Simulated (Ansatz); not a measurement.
**Single-point calculation, with input and output: TaN**

TaN (Pmn2₁, 4 atoms in the cell), computed with DFT PBEsol, scalar-relativistic, plane waves, PAW, no spin polarisation (Ansatz 0.2.0).

The structure derives from an entry of the Crystallography Open Database. It belongs to a series of runs on one base structure; here: mode 5 (180.6 1/cm) frozen in, largest displacement +0.050 A. Figures and captions count atoms from 1; the log counts them from 0 in places.

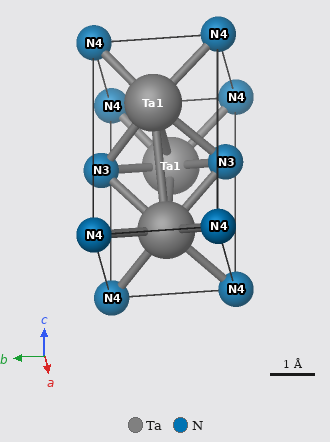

Fig. 1: The input geometry (ball-and-stick view of the cell of the calculation, set on other vectors, seen at an oblique angle; atoms are numbered from 1 in the order of the input). An atom can appear more than once, as a periodic image.

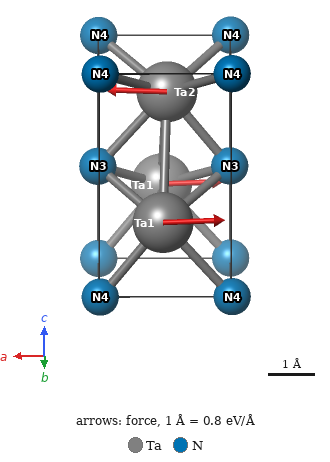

Fig. 2: Forces on the atoms as red arrows (ball-and-stick view of the cell of the calculation, seen at an oblique angle; atoms are numbered from 1 in the order of the input); the smallest are left out. The largest act on Ta1, Ta2 (1.08 eV/Å). The geometry is not a stationary point of this energy.

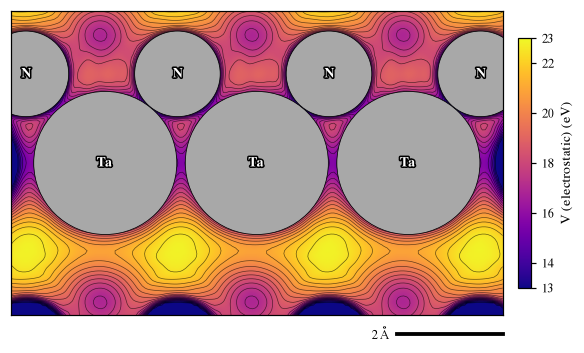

Fig. 3: Electrostatic potential (local pseudopotential plus Hartree) felt by an electron on the (100) plane of the conventional cell. Grey discs, where drawn, cover atomic cores. Outside the cores the potential energy rises away from the atoms and is highest about 1.7 Å from the nearest atoms; outside the discs it spans about 9 eV, and its zero is arbitrary. Core electrons are frozen (PAW), so the fields are smoothed inside the atomic spheres.

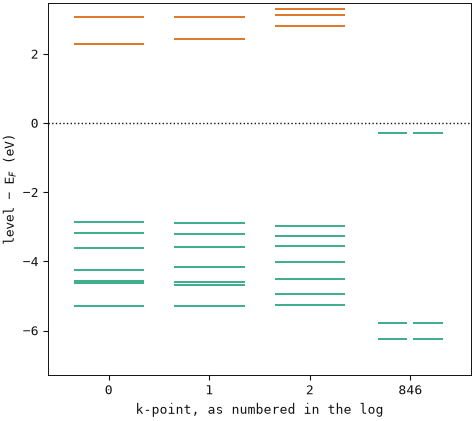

Fig. 4: Kohn–Sham levels near the Fermi level (dotted) at the few k-points that the log prints; levels within 0.02 eV of each other stand side by side. The system is metallic on the full mesh.

The input that produced these results follows, with the program's output.

Input file:
```yaml
crystal:
  lattice:
    - [0.0, 0.0, 2.8707276426]
    - [2.9239890448, 0.0, 0.0]
    - [0.0, 5.0644975863, 0.0]
  atoms:
    - { symbol: Ta, position: [0.5174171869, 0.0, 0.3333333333] }
    - { symbol: Ta, position: [0.4825828131, 0.5, 0.8333333333] }
    - { symbol: "N", position: [0.006368892, 0.5, 0.5] }
    - { symbol: "N", position: [-0.006368892, 0.0, 0.0] }
basis:
  ecutwfc: 420
kpoints:
  mp_grid: { grid: [20, 20, 12] }
hamiltonian:
  xc: pbesol
scf:
  occupations: { method: gaussian, width: 0.15 }
output:
  forces: true
  stress: true
  eigenvalues: true
  write_density: true
  write_potential: true
  elf: true
  volumetric_format: npy
```

Run as:
```bash
ansatz run input.yaml --threads 2 --pin off --max-ram 5120MiB --backend cpu --events-out ev --progress --plain --runs-dir out
```

Log:
```
Engine: ansatz 0.2.0, x86_64-unknown-linux-gnu
Pseudopotentials: kind: paw
Pseudopotential: Ta, paw, valence charge 13, recommended cutoff 420 eV (normal), Ta.paw.azcp
Pseudopotential: N, paw, valence charge 5, recommended cutoff 420 eV (normal), N.paw.azcp
Functional definition: PBEsol
  exchange = pbesol_x
  correlation = pbesol_c
Crystal: 4 atoms, lattice volume = 42.511 Å³
Basis set: ecut = 420 eV, 829 PW (Γ), exchange–correlation on 40×40×72 points (8 copies of the dense FFT grid, shifted against one another)
Bands: 22, of which v1, the nominal top of the filled ones, is band 18 counted from 1 (17 counted from 0)
Symmetry: 4 space group operations
Space group: Pmn21 (ITA 31), of the structure as read, at distance tolerance 3.5e-5 Å
k-points: 847 of 4800 (time reversal used)
Non-local potential: Ta, projectors of the file, l = 0: 3, l = 1: 2, l = 2: 2, l = 3: 1
Non-local potential: N, projectors of the file, l = 0: 2, l = 1: 2, l = 2: 1
PAW form: soft (Blöchl's): semilocal exchange-correlation on the pseudo side does not see the compensation charge
PAW frozen core: Ta, regenerated for the run's functional, and the local potential with it (the file was generated under x = pbe(κ = 0.804, μ = 0.2195149727645171), c = pbe(β = 0.06672455060314922))
PAW frozen core: N, regenerated for the run's functional, and the local potential with it (the file was generated under x = pbe(κ = 0.804, μ = 0.2195149727645171), c = pbe(β = 0.06672455060314922))
PAW one-centre angular grid: Ta, 590 points (default); XC on 64 Gauss nodes
PAW one-centre angular grid: N, 110 points (default); XC on 64 Gauss nodes
Initial density: superposition of atomic densities (neutral atoms: chi_scale 0, normalization atom), corrected by the library's trained network
Initial wavefunctions: pseudopotential atomic-orbital guess
Functional: x = pbesol(κ = 0.804, μ = 0.12345679012345678), c = pbesol(β = 0.046)
SCF iter   1: F=—  HF=-20375.261140 eV  |F-HF|=—  |Δ(HF+E_count)|=         —  Δρ=1.76e-2  dr2=1.27e-1  ethr=1.77e-3  ⟨swp⟩=5.0  Hψ=81307  notcnv=0
preconditioner: auto → Kerker (q_TF=auto, 2.654 Å⁻¹)  [metal: Δε(μ)=0.004 eV  Ē_g=9.818 eV  σ=0.150 eV  W_gap=0.02  n_scr=16 (ndim 8)  ℏωp=25.5 eV  f_vac=0.000  D(μ)=0.15/eV (n_scr^D=0)]
SCF iter   2: F=—  HF=-20375.234120 eV  |F-HF|=—  |Δ(HF+E_count)|=   2.70e-2  Δρ=4.87e-3  dr2=5.12e-3  ethr=3.53e-4  ⟨swp⟩=1.8  Hψ=28304  notcnv=0
SCF iter   3: F=—  HF=-20375.233892 eV  |F-HF|=—  |Δ(HF+E_count)|=   2.28e-4  Δρ=2.47e-3  dr2=1.39e-3  ethr=1.42e-5  ⟨swp⟩=1.8  Hψ=21355  notcnv=0
SCF iter   4: F=—  HF=-20375.233780 eV  |F-HF|=—  |Δ(HF+E_count)|=   1.12e-4  Δρ=3.37e-4  dr2=3.53e-5  ethr=3.87e-6  ⟨swp⟩=2.3  Hψ=24663  notcnv=0
SCF iter   5: F=—  HF=-20375.233842 eV  |F-HF|=—  |Δ(HF+E_count)|=   6.19e-5  Δρ=7.99e-5  dr2=2.35e-6  ethr=9.80e-8  ⟨swp⟩=2.0  Hψ=26045  notcnv=0
SCF iter   6: F=-20375.233841 eV  HF=-20375.233841 eV  |F-HF|=1.24e-8  |Δ(HF+E_count)|=   3.24e-7  Δρ=1.11e-5  dr2=5.59e-8  ethr=2.78e-10  ⟨swp⟩=7.8  Hψ=137389  notcnv=0
the search or the solves at the SCF's close seem to have found levels that the self-consistency loop had missed (the run counts 1). By its estimate they hold under 1e-12 electrons; where the run keeps them, the occupations were computed again with them
SCF 1 converged in 6 iterations: F = -20375.233841 eV  dr2 = 5.59e-8
  greatest PAW one-centre occupation: 1.000 electrons in one spin orbital (limit 2), on the Ta atom at site 1 (counted from 0), in its partial waves of l = 0
SCF converged after 6 iterations
Free energy (F): -20375.233841 eV
Harris-Foulkes:  -20375.233841 eV  (|F-HF|=1.24e-8)
Internal energy: -20375.232310 eV  (E = F + TS)
E sigma→0 (E₀):  -20375.233076 eV
Entropy (-TS):   -0.001531 eV (-0.383 meV/atom)
Fermi energy:    20.373843 eV
--- Per-component energies (eV) ---
  E_band       = -98.286470
  E_kinetic    = 1000.113620
  E_local      = -1191.815681  (includes V_loc(G=0)·N_el)
  E_nonlocal   = 125.464335
  E_hartree    = 401.252280
  E_xc         = -556.511918
  E_vxc        = -564.248885  (∫ρ·V_xc dr)
  E_paw        = -16791.027292  (= ΣΔE_a)
  E_vpaw       = -270.300960  (= ΣTr[D̂ρ^β])
  E_aug_tail   = 0.000396  (compensation charges beyond the density's cutoff)
  E_ewald      = -3363.191540
  E_core_change = 0.483491  (= ΣΔE_core)
  E_smearing   = -0.001531  (= −TS)
  E_closure    = 0.000000  (closes the sum)
  Σ components = -20375.233841   (vs F -20375.233841, Δ=0.00e0)
--- Forces (eV/Å), atoms counted from 1 ---
  atom   1  Ta     0.00000000     0.03877678    -1.08074257
  atom   2  Ta     0.00000000     0.03877678     1.08074257
  atom   3  N      0.00000000    -0.03877631    -0.02925066
  atom   4  N      0.00000000    -0.03877631     0.02925066
  max |Σ_I F_I| component: 9.47e-7 eV/Å
--- Stress (GPa, compression-positive) ---
        0.221373       0.000000       0.000000
        0.000000       0.949623       0.000000
        0.000000       0.000000       0.490588
  P = ⅓ Tr σ = 0.5539 GPa (5.539 kbar)
--- Band table (eV; the first three rows and the last of 847) ---
  k-point 0: bands = ["-47.9549", "-47.8731", "-15.1322", "-14.3047", "-14.2796", "-14.1549", "-14.0391", "-14.0341", "2.5686", "4.9173", "12.0020", "15.0745", "15.7521", "15.8087", "16.1251", "16.7584", "17.1871", "17.5134", "22.6727", "23.4393", "23.9624", "24.0620"]
  k-point 1: bands = ["-47.9536", "-47.8745", "-15.1150", "-14.3022", "-14.2756", "-14.1577", "-14.0592", "-14.0384", "2.6060", "4.8723", "12.0466", "15.0938", "15.6859", "15.7809", "16.1966", "16.7830", "17.1690", "17.4732", "22.8125", "23.4511", "23.8842", "24.0704"]
  k-point 2: bands = ["-47.9495", "-47.8786", "-15.0645", "-14.2947", "-14.2636", "-14.1666", "-14.1170", "-14.0510", "2.7158", "4.7421", "12.1787", "15.1147", "15.4294", "15.8647", "16.3597", "16.8252", "17.1137", "17.3827", "23.1862", "23.4859", "23.6784", "23.8825"]
  k-point 846: bands = ["-47.8213", "-47.8213", "-15.0024", "-15.0024", "-14.9469", "-14.9469", "-14.1798", "-14.1798", "4.5823", "4.5823", "12.9639", "12.9639", "14.1252", "14.1252", "14.5960", "14.5960", "20.0860", "20.0860", "24.6117", "24.6117", "25.8897", "25.8897"]
```

Results in brief:

| quantity | value |
| --- | --- |
| outcome | converged |
| space group (tolerance 0.01 Å) | Pmn2₁ (31) |
| electrons treated | 36 |
| free energy | −20375.2338 eV |
| Fermi energy | 20.374 eV |
| gap on the k-point mesh | none (metallic) |
| pressure | 0.55 GPa |
| largest force (length of the vector) | 1.081 eV/Å |
| hardware | 2 threads of AMD EPYC (Zen 3), 32 GiB of memory available, shared host |
| wall time | 28 s (CPU time 56 s) |
| peak memory | 1 GiB |

Remarks:

Spin–orbit coupling is left out, which matters for Ta.
